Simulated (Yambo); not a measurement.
System: antifluorite-type Be₂C, space group Fm-3m, 3 atoms in the primitive cell; cubic a = 4.330 Å. Starting point: LDA, PseudoDojo 0.4.1 SR LDA standard, no spin polarisation, no spin-orbit coupling, 6×6×6 k mesh, 1197 eV cutoff, fixed occupations (Yambo). Many-body step: HF with cutoff of exchange and Vxc 88 Ry.

In LDA the smallest gap over these k points is 1.19 eV, with direct gaps of 4.05 eV at Γ and 5.93 eV at X.

> What does HF give?

Over the k points that were corrected, the smallest gap goes from 1.19 eV in LDA (Γ to X) to 7.46 eV in HF (Γ to X), a change of +6.27 eV (+526 %). Counted from the valence top, the lowest empty level moves by +7.24 eV at Γ and +6.27 eV at X: a spread of 0.97 eV on a mean of 6.75 eV, so one scissor shift doesn't describe this level. Only two empty levels a point were corrected, so a higher one could drop under them. The top filled level also moves against the valence top, by −1.79 eV at X.

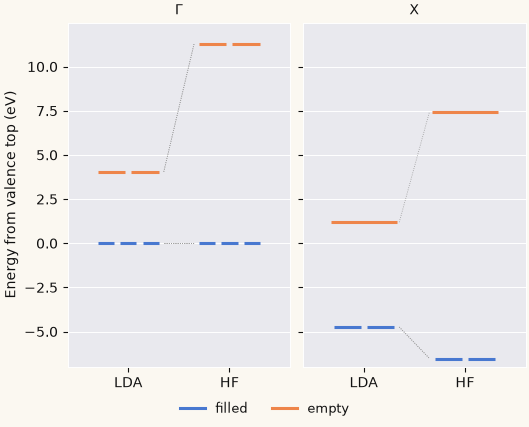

Levels at Γ and X in LDA and in HF, each set counted from its own valence top. Only the states that were corrected are drawn, so degenerate partners can be missing.

| k point | LDA direct gap (eV) | HF direct gap (eV) |
| --- | --- | --- |
| Γ | 4.05 | 11.29 |
| X | 5.93 | 13.99 |

Hartree-Fock has no screening and overstates gaps by far. The k mesh is thin for exact exchange.
